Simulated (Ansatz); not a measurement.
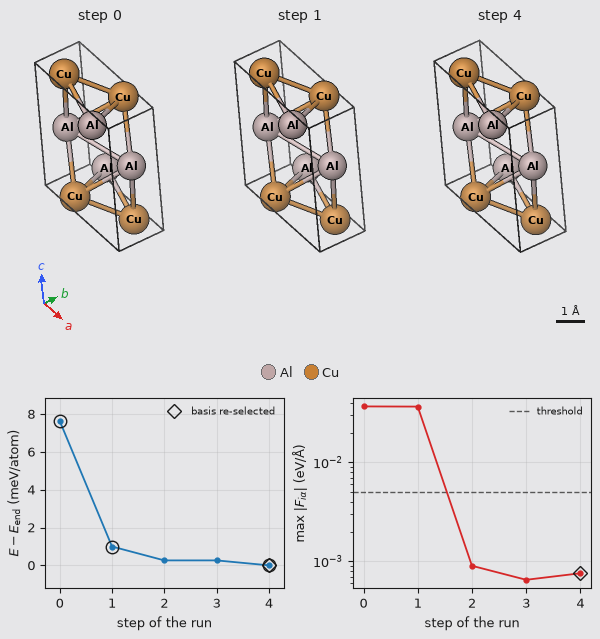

Frames of a relaxation of crystalline Al2Cu (set up in I4/mcm), marked on the history of the run. A ball-and-stick model of the cell of the calculation, seen slightly off an axis.

All numbers below come from Ansatz, DFT PBE, scalar-relativistic, plane waves, PAW. Set-up: plane-wave cutoff 420 eV; k-point mesh 10 × 10 × 10; occupations gaussian; smearing width 0.1 eV; no spin polarisation; cell and atoms relaxed; force threshold 0.005 eV/Å; at most 80 steps.

Question: What happens along the run?

Answer: No atom moves by more than 0.005 Å relative to the cell. The volume changes by +3.9 %, with a = b = c 4.869 → 4.927 Å (+1.2 %), α 104.0° → 104.2°, β 104.0° → 104.2°, γ 121.1° → 120.6°. Some distances before and after: Cu–Cu 2.393 → 2.441 Å, Al–Al 2.851 → 2.899 Å, Al–Cu 2.555 → 2.585 Å, Al–Al 2.691 → 2.717 Å. The space group stays I4/mcm (No. 140). After 3 accepted moves (4 points after the start) the energy has fallen by 7.6 meV per atom. The largest force component goes from 0.037 to 0.00076 eV/Å. The pressure goes from 4.21 to 0.01 GPa. At 1 point the geometry stayed and the basis and grid were re-selected for the new cell (energy shift of 0.3 meV per atom at most each time). From step 0 to 1: volume +2.8 %, energy −6.6 meV per atom. From step 1 to 4: volume +1.0 %, energy −1.0 meV per atom.
